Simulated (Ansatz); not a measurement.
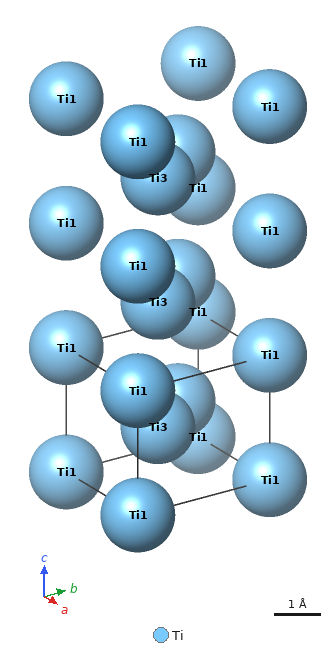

Reference structure: crystalline Ti (set up in P6/mmm). Style: spheres-only. Shown: the cell of the calculation, repeated 1 × 1 × 3 with one cell outlined, slightly off an axis.

All numbers below come from DFT PBE, scalar-relativistic, plane waves, PAW in Ansatz 0.2.0. (plane-wave cutoff 420 eV; k-point mesh 12 × 12 × 14; occupations gaussian; smearing width 0.1 eV; no spin polarisation)

The variant: The volume is changed by −3.0 %. The cell's shape and the atoms are relaxed at that volume.

Question: What is the effect?

Answer: The energy rises by 5.7 meV per atom. The pressure goes from 0.0 to 3.6 GPa. It is metallic before and after. The drawn cell changes as follows: a = b 4.580 → 4.531 Å (−1.1 %), c 2.831 → 2.806 Å (−0.9 %); the volume changes by −3.0 %. No atom moves by more than 0.005 Å relative to the cell. Some distances before and after: Ti–Ti 2.644 → 2.616 Å, Ti–Ti 2.831 → 2.806 Å. The space group stays P6/mmm (No. 191).
